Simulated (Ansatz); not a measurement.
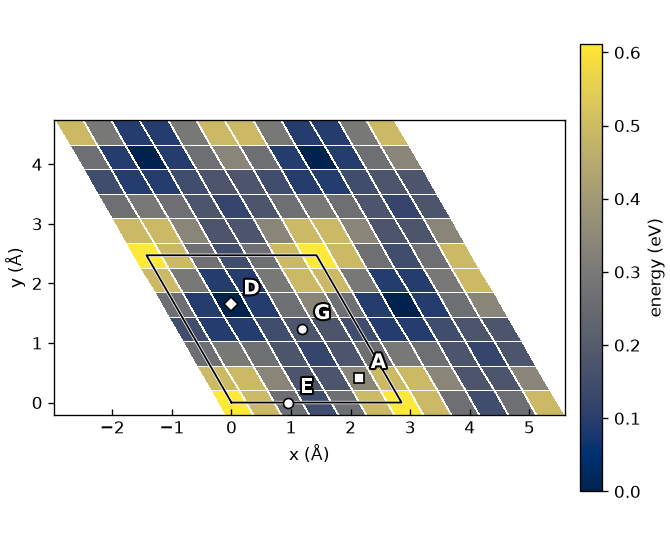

Si on a Ti(111) slab cut from the Fm-3m phase, its upper half relaxed before the scan (12 atoms of substrate and one adsorbate in a 2 × 2 cell). Si is moved over the surface cell at a fixed height above a rigid substrate; the origin of the map has the adsorbate above Ti9; the height is held at 2.20 Å. Places are given modulo a cell vector. The map is drawn in real space over the plane of the surface. The scan uses a 6 × 6 grid; 10 points were computed and 26 follow by symmetry. Places are given in fractions of the 1 × 1 surface cell. All energies are given in eV relative to the lowest grid point. The runs have no spin polarisation, so an open-shell adsorbate far from the surface lies too high. At a fixed height the lowest place need not be the adsorption site. Theory: DFT PBE+D3(BJ), scalar-relativistic, plane waves, PAW in Ansatz. Settings: cutoff 420 eV, k-mesh 6×6×1, gaussian smearing 0.1 eV, no spin polarisation.

In the figure: one coloured cell a grid point, the outline of one cell of the 2 × 2 shown, lettered points.

> Is D the lowest point of the computed grid?

Yes. D, at a threefold hollow over a second-layer Ti atom, (2/6, 4/6) of the cell vectors, has the lowest energy of the grid.

> What kind of point is each of A, D, E: minimum, saddle, maximum or slope?

A: on a slope; D: minimum; E: on a slope. (In these two coordinates alone; a stationary point may lie a little off the grid point.)

> Rank the lettered points by energy, lowest first.

D (0.000 eV), G (0.176 eV), E (0.263 eV), A (0.339 eV).

PAW datasets: the set soft_1.
